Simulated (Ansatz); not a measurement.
## HfO₂: geometry relaxation (part 2 of 2)

HfO₂ (P4₂/nmc, 6 atoms in the cell); DFT PBE, scalar-relativistic, plane waves, PAW, no spin polarisation (Ansatz 0.2.0); cutoff 420 eV, 6×6×4 k-mesh, Gaussian smearing of 0.02 eV. The structure derives from a Materials Project entry.

Geometry of the input (Å; fractional positions):
```
3.6033  0.0000  0.0000
0.0000  3.6033  0.0000
0.0000  0.0000  5.2506
Hf 0.5000  0.5000  0.5000
Hf 0.0000  0.0000  0.0000
O  0.0000  0.5000  0.6950
O  0.5000  0.0000  0.8050
O  0.5000  0.0000  0.3050
O  0.0000  0.5000  0.1950
```

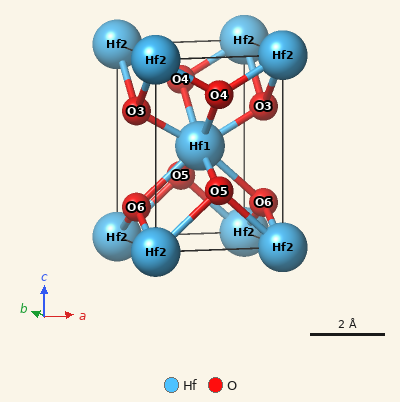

Fig. 1: The geometry at step 3 of the log (ball-and-stick view of the cell of the calculation, seen slightly off an axis; atoms are numbered from 1 in the order of the input).

What the program printed, continued:
```
SCF iter   1: F=—  HF=-33723.038602 eV  |F-HF|=—  |Δ(HF+E_count)|=         —  Δρ=1.19e-4  dr2=5.60e-6  ethr=7.39e-9  ⟨swp⟩=3.0  Hψ=6075  notcnv=0
preconditioner: auto → Resta (q_TF=auto, 2.777 Å⁻¹)  ε∞=5.4  [insulator: Δε(μ)=4.670 eV  Ē_g=18.164 eV  σ=0.020 eV  W_gap=1.00  n_scr=28 (ndim 8)  ℏωp=38.1 eV  f_vac=0.064  D(μ)=0.00/eV (n_scr^D=0)  ε∞_Penn≈5.4]
SCF iter   2: F=—  HF=-33723.038483 eV  |F-HF|=—  |Δ(HF+E_count)|=   1.19e-4  Δρ=6.71e-5  dr2=1.94e-6  ethr=7.36e-9  ⟨swp⟩=2.2  Hψ=1844  notcnv=0
SCF iter   3: F=—  HF=-33723.038483 eV  |F-HF|=—  |Δ(HF+E_count)|=   3.15e-8  Δρ=1.40e-5  dr2=1.16e-7  ethr=2.55e-9  ⟨swp⟩=2.4  Hψ=2510  notcnv=0
SCF iter   4: F=-33723.038483 eV  HF=-33723.038483 eV  |F-HF|=9.36e-9  |Δ(HF+E_count)|=   2.25e-7  Δρ=5.89e-6  dr2=1.24e-8  ethr=9.17e-11  ⟨swp⟩=5.0  Hψ=5328  notcnv=0
SCF 5 converged in 4 iterations: F = -33723.038483 eV  dr2 = 1.24e-8
relax step   5: F+E_penalty+E_count = -33723.03848282 eV  Δ(F+E_penalty+E_count) = +2.229e-5 eV  max|allowed force component| = 1.073e-5 eV/Å  Δτ_max = 0.0007 Å  P = +0.000 GPa  Ω = 68.384 Å³  energy of the carried Pulay correction = -1.015e-3 eV  (4 SCF iters, dr2 threshold 6.97e-8 eV, accepted)
Initial wavefunctions: pseudopotential atomic-orbital guess (no wavefunctions were taken with the density)
iter 1 solved again at ethr=9.02e-8 eV; its pass at ethr=3.10e-3 eV (dr2=6.85e-5 eV) is discarded
SCF iter   1: F=—  HF=-33723.039876 eV  |F-HF|=—  |Δ(HF+E_count)|=         —  Δρ=1.14e-4  dr2=3.62e-7  ethr=9.02e-8  ⟨swp⟩=3.2  Hψ=8245  notcnv=0
preconditioner: auto → Resta (q_TF=auto, 2.777 Å⁻¹)  ε∞=5.4  [insulator: Δε(μ)=4.671 eV  Ē_g=18.164 eV  σ=0.020 eV  W_gap=1.00  n_scr=28 (ndim 8)  ℏωp=38.1 eV  f_vac=0.064  D(μ)=0.00/eV (n_scr^D=0)  ε∞_Penn≈5.4]
SCF iter   2: F=—  HF=-33723.039811 eV  |F-HF|=—  |Δ(HF+E_count)|=   6.43e-5  Δρ=5.82e-5  dr2=1.35e-7  ethr=4.77e-10  ⟨swp⟩=2.2  Hψ=2524  notcnv=0
SCF iter   3: F=—  HF=-33723.039827 eV  |F-HF|=—  |Δ(HF+E_count)|=   1.60e-5  Δρ=2.51e-5  dr2=1.85e-8  ethr=1.78e-10  ⟨swp⟩=2.0  Hψ=2023  notcnv=0
SCF iter   4: F=—  HF=-33723.039831 eV  |F-HF|=—  |Δ(HF+E_count)|=   3.57e-6  Δρ=1.68e-6  dr2=9.19e-10  ethr=2.44e-11  ⟨swp⟩=2.0  Hψ=2280  notcnv=0
SCF iter   5: F=—  HF=-33723.039831 eV  |F-HF|=—  |Δ(HF+E_count)|=   3.51e-9  Δρ=7.13e-7  dr2=1.29e-10  ethr=1.21e-12  ⟨swp⟩=2.0  Hψ=2432  notcnv=0
SCF iter   6: F=-33723.039831 eV  HF=-33723.039831 eV  |F-HF|=7.28e-12  |Δ(HF+E_count)|=   1.44e-9  Δρ=1.51e-7  dr2=1.05e-11  ethr=1.00e-12  ⟨swp⟩=4.6  Hψ=5192  notcnv=0
SCF 6 converged in 6 iterations: F = -33723.039831 eV  dr2 = 1.05e-11
relax step   6: F+E_penalty+E_count = -33723.03983087 eV  Δ(F+E_penalty+E_count) = -1.348e-3 eV  max|allowed force component| = 6.424e-5 eV/Å  Δτ_max = 0.0000 Å  P = +0.023 GPa  Ω = 68.384 Å³  stress off target by 2.44e-2 GPa  SCF on the basis re-selected at this cell (its energy is not comparable with the rows above)  (6 SCF iters)
basis re-selected at this cell: Δ(F+E_penalty+E_count) = -1.348e-3 eV, ΔP = +0.023 GPa vs the last step (what re-selecting the basis moved, of the pressure what is left beyond the Pulay correction that the steps carried, after the strain that the cell walked since its last selection, with what the two solves' SCF thresholds leave and, on support functions, any second-order correction that the steps lacked; it is no measure of the basis error at this ecutwfc). This SCF's stress stands 2.44e-2 GPa from its target on what of the cell is left free (relax.cell.stress_tol is 5.00e-2 GPa) and its largest allowed force component is 6.42e-5 eV/Å (relax.f_tol is 5.00e-3 eV/Å): within both
SCF converged after 6 iterations
Free energy (F): -33723.039831 eV
Harris-Foulkes:  -33723.039831 eV  (|F-HF|=7.28e-12)
Internal energy: -33723.039831 eV  (E = F + TS)
E sigma→0 (E₀):  -33723.039831 eV
Fermi energy:    16.692332 eV
--- Per-component energies (eV) ---
  E_band       = 29.813426
  E_kinetic    = 1541.952113
  E_local      = -11845.003866  (includes V_loc(G=0)·N_el)
  E_nonlocal   = -2294.352468
  E_hartree    = 5413.573170
  E_xc         = -895.060481
  E_vxc        = -908.937189  (∫ρ·V_xc dr)
  E_paw        = -14485.882071  (= ΣΔE_a)
  E_vpaw       = 2708.998264  (= ΣTr[D̂ρ^β])
  E_aug_tail   = 0.010032  (compensation charges beyond the density's cutoff)
  E_ewald      = -11158.276261
  E_smearing   = -0.000000  (= −TS)
  E_closure    = 0.000000  (closes the sum)
  Σ components = -33723.039831   (vs F -33723.039831, Δ=0.00e0)
--- Forces (eV/Å), atoms counted from 1 ---
  atom   1  Hf     0.00000000     0.00000000     0.00000000
  atom   2  Hf     0.00000000     0.00000000    -0.00000000
  atom   3  O      0.00000000     0.00000000     0.00006424
  atom   4  O      0.00000000     0.00000000    -0.00006424
  atom   5  O      0.00000000     0.00000000    -0.00006424
  atom   6  O      0.00000000     0.00000000     0.00006424
  max |Σ_I F_I| component: 1.39e-17 eV/Å
--- Stress (GPa, compression-positive) ---
        0.021952       0.000000       0.000000
        0.000000       0.021952       0.000000
        0.000000       0.000000       0.024434
  P = ⅓ Tr σ = 0.0228 GPa (0.228 kbar)
--- Band table (eV; the first three rows and the last of 30) ---
  k-point 0: bands = ["-45.9749", "-45.9617", "-14.9666", "-14.6364", "-14.6364", "-14.6068", "-14.5438", "-14.5438", "-3.5120", "-1.9982", "-1.7607", "-1.2804", "4.1394", "4.1394", "4.1434", "4.1487", "4.1487", "4.1682", "4.1752", "4.1797", "4.1797", "4.1899", "4.1936", "4.1936", "4.1963", "4.3439", "9.3014", "9.7975", "10.0134", "10.0134", "11.8268", "11.8268", "13.0211", "13.0211", "13.5781", "14.2054", "14.2934", "14.2934", "19.0275", "19.0471", "20.1962", "20.3706", "20.7009", "21.6875", "23.1453", "23.1453"]
  k-point 1: bands = ["-45.9730", "-45.9637", "-14.9173", "-14.6631", "-14.6230", "-14.6230", "-14.5574", "-14.5574", "-3.2868", "-2.0693", "-1.8940", "-1.3729", "4.1408", "4.1408", "4.1443", "4.1505", "4.1505", "4.1713", "4.1782", "4.1782", "4.1803", "4.1867", "4.1915", "4.1915", "4.1948", "4.3104", "9.8115", "10.1634", "10.1634", "10.3444", "11.3563", "11.3563", "12.7594", "13.3497", "13.3834", "13.3834", "14.3249", "14.3249", "19.2129", "19.3326", "20.1419", "20.2327", "21.3306", "22.5166", "23.2418", "23.2418"]
  k-point 2: bands = ["-45.9683", "-45.9683", "-14.7937", "-14.7937", "-14.5926", "-14.5926", "-14.5879", "-14.5879", "-2.7128", "-2.7128", "-1.6338", "-1.6338", "4.1427", "4.1427", "4.1520", "4.1520", "4.1559", "4.1559", "4.1770", "4.1770", "4.1790", "4.1790", "4.1890", "4.1890", "4.2454", "4.2454", "10.4722", "10.4722", "10.8313", "10.8313", "11.1487", "11.1487", "11.7252", "11.7252", "13.6419", "13.6419", "14.3571", "14.3571", "19.6469", "19.6469", "19.9586", "19.9586", "22.7375", "22.7375", "23.4736", "23.4736"]
  k-point 29: bands = ["-45.9592", "-45.9592", "-14.8434", "-14.8434", "-14.8434", "-14.8434", "-14.6921", "-14.6921", "-1.6820", "-1.6820", "-1.6820", "-1.6820", "4.1328", "4.1328", "4.1390", "4.1390", "4.1517", "4.1517", "4.1517", "4.1517", "4.1588", "4.1588", "4.2045", "4.2045", "4.2045", "4.2045", "10.0255", "10.0255", "10.0700", "10.0700", "12.5321", "12.5321", "12.5321", "12.5321", "12.9033", "12.9033", "14.2832", "14.2832", "20.1746", "20.1746", "20.5964", "20.5964", "21.4449", "21.4449", "21.4449", "21.4449"]
--- Relaxed structure (5 steps of the walk, 5 accepted, 1 SCFs on fresh bases) ---
  F+E_penalty+E_count = -33723.03983087 eV   max|allowed force component| = 6.424e-5 eV/Å   (the final SCF, on the basis selected at the relaxed cell)
  cell:  # Å, volume = 68.3843 Å³
    - [3.6043048120328174, -8.493906716077574e-35, 0.0]
    - [0.0, 3.6043048120328174, 0.0]
    - [0.0, 0.0, 5.26396715179697]
  atoms:
    - { symbol: Hf, position: [0.5, 0.5, 0.5] }
    - { symbol: Hf, position: [-2.1400411816584255e-36, -3.4797417587941875e-37, 1.3765999530532846e-20] }
    - { symbol: O, position: [-4.227886236934937e-36, 0.5, 0.6932521159845921] }
    - { symbol: O, position: [0.5, -4.523664286432444e-37, 0.8067478840154079] }
    - { symbol: O, position: [0.5, 1.2179096155779648e-36, 0.3067478840154078] }
    - { symbol: O, position: [8.090399589196487e-36, 0.5, 0.19325211598459224] }
```

Trajectory as extended XYZ (Å, eV, eV/Å), 6 frames, from step=1 to step=6:
```
6
Lattice="3.6033 0.0000 0.0000 0.0000 3.6033 0.0000 0.0000 0.0000 5.2506" Properties=species:S:1:pos:R:3:forces:R:3 step=1 energy=-33723.03881 pressure_GPa=0.23
Hf    1.8017    1.8017    2.6253    0.0000   0.0000   0.0000
Hf    0.0000    0.0000    0.0000    0.0000   0.0000   0.0000
O     0.0000    1.8017    3.6492    0.0000   0.0000  -0.0260
O     1.8017    0.0000    4.2267    0.0000   0.0000   0.0260
O     1.8017    0.0000    1.6014    0.0000   0.0000   0.0260
O     0.0000    1.8017    1.0239    0.0000   0.0000  -0.0260
6
Lattice="3.6043 0.0000 0.0000 0.0000 3.6043 0.0000 0.0000 0.0000 5.2589" Properties=species:S:1:pos:R:3:forces:R:3 step=2 energy=-33723.03848 pressure_GPa=-0.12
Hf    1.8021    1.8021    2.6294    0.0000   0.0000   0.0000
Hf    0.0000    0.0000    0.0000    0.0000   0.0000   0.0000
O     0.0000    1.8021    3.6523    0.0000   0.0000  -0.0276
O     1.8021    0.0000    4.2360    0.0000   0.0000   0.0276
O     1.8021    0.0000    1.6066    0.0000   0.0000   0.0276
O     0.0000    1.8021    1.0229    0.0000   0.0000  -0.0276
6
Lattice="3.6054 0.0000 0.0000 0.0000 3.6054 0.0000 0.0000 0.0000 5.2619" Properties=species:S:1:pos:R:3:forces:R:3 step=3 energy=-33723.03834 pressure_GPa=-0.18
Hf    1.8027    1.8027    2.6309    0.0000   0.0000   0.0000
Hf    0.0000    0.0000    0.0000    0.0000   0.0000   0.0000
O     0.0000    1.8027    3.6499    0.0000   0.0000  -0.0103
O     1.8027    0.0000    4.2430    0.0000   0.0000   0.0103
O     1.8027    0.0000    1.6120    0.0000   0.0000   0.0103
O     0.0000    1.8027    1.0189    0.0000   0.0000  -0.0103
6
Lattice="3.6032 0.0000 0.0000 0.0000 3.6032 0.0000 0.0000 0.0000 5.2663" Properties=species:S:1:pos:R:3:forces:R:3 step=4 energy=-33723.03850 pressure_GPa=0.09
Hf    1.8016    1.8016    2.6332    0.0000   0.0000   0.0000
Hf    0.0000    0.0000    0.0000    0.0000   0.0000   0.0000
O     0.0000    1.8016    3.6502    0.0000   0.0000   0.0021
O     1.8016    0.0000    4.2493    0.0000   0.0000  -0.0021
O     1.8016    0.0000    1.6161    0.0000   0.0000  -0.0021
O     0.0000    1.8016    1.0171    0.0000   0.0000   0.0021
6
Lattice="3.6043 0.0000 0.0000 0.0000 3.6043 0.0000 0.0000 0.0000 5.2640" Properties=species:S:1:pos:R:3:forces:R:3 step=5 energy=-33723.03848 pressure_GPa=0.00
Hf    1.8022    1.8022    2.6320    0.0000   0.0000   0.0000
Hf    0.0000    0.0000    0.0000    0.0000   0.0000   0.0000
O     0.0000    1.8022    3.6493    0.0000   0.0000   0.0000
O     1.8022    0.0000    4.2467    0.0000   0.0000   0.0000
O     1.8022    0.0000    1.6147    0.0000   0.0000   0.0000
O     0.0000    1.8022    1.0173    0.0000   0.0000   0.0000
6
Lattice="3.6043 0.0000 0.0000 0.0000 3.6043 0.0000 0.0000 0.0000 5.2640" Properties=species:S:1:pos:R:3:forces:R:3 step=6 energy=-33723.03983 pressure_GPa=0.02
Hf    1.8022    1.8022    2.6320    0.0000   0.0000   0.0000
Hf    0.0000    0.0000    0.0000    0.0000   0.0000   0.0000
O     0.0000    1.8022    3.6493    0.0000   0.0000   0.0001
O     1.8022    0.0000    4.2467    0.0000   0.0000  -0.0001
O     1.8022    0.0000    1.6147    0.0000   0.0000  -0.0001
O     0.0000    1.8022    1.0173    0.0000   0.0000   0.0001
```

Summary:

- outcome: converged
- space group (tolerance 0.01 Å): P4₂/nmc (137)
- electrons treated: 76
- free energy: −33723.0398 eV
- Fermi energy: 16.692 eV
- gap on the k-point mesh: 4.67 eV
- pressure: 0.02 GPa
- final volume: 68.38 Å³
- largest force (length of the vector) at the end: under 0.001 eV/Å
- final cell: a = 3.604 Å, b = 3.604 Å, c = 5.264 Å, α = 90.00°, β = 90.00°, γ = 90.00°
- hardware: 4 threads of Intel Xeon @ 2.50GHz (Skylake/Cascade Lake), 32 GiB of memory available, shared host
- wall time: 9.7 s (CPU time 35 s)
- peak memory: 0.52 GiB

Spin–orbit coupling is left out, which matters for Hf.
